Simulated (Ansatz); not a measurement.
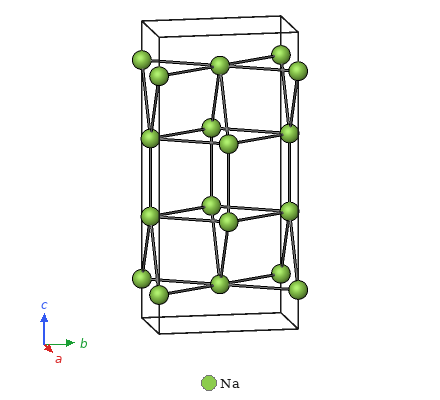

Na (Fmmm, No. 69): coordinates from a relaxation with Ansatz, DFT r2SCAN, scalar-relativistic, plane waves, PAW; the starting structure was generated, so it need not be a known form of this composition.

```cif
data_structure
_symmetry_space_group_name_H-M 'Fmmm'
_symmetry_Int_Tables_number 69
_cell_length_a 3.8609
_cell_length_b 6.1133
_cell_length_c 13.0235
_cell_angle_alpha 90.000
_cell_angle_beta 90.000
_cell_angle_gamma 90.000
_cell_volume 307.39
loop_
_atom_site_label
_atom_site_type_symbol
_atom_site_symmetry_multiplicity
_atom_site_Wyckoff_symbol
_atom_site_fract_x
_atom_site_fract_y
_atom_site_fract_z
_atom_site_occupancy
Na1 Na 8 i 0.00000 0.00000 0.13141 1
```

> What will a dark-field STEM-like image along [010] show? Simulation: incoherent imaging, intensity Z^1.8 per atom, probe width 0.98 Å, thin sample. The probe carries 15 % of its weight in a tail 2.5 times as wide. Shot noise and a slight drift were added.

The columns repeat on a rectangular net of 1.93 × 6.51 Å (plane group p2mm). All columns are alike (Na). The shortest distance between visible columns is 1.93 Å in projection. Along the beam the structure repeats every 6.11 Å.

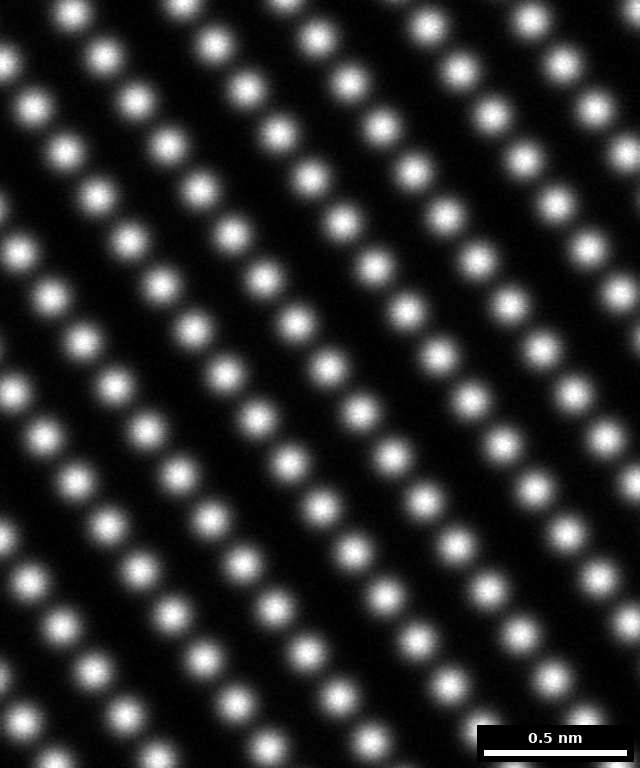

The simulated image.
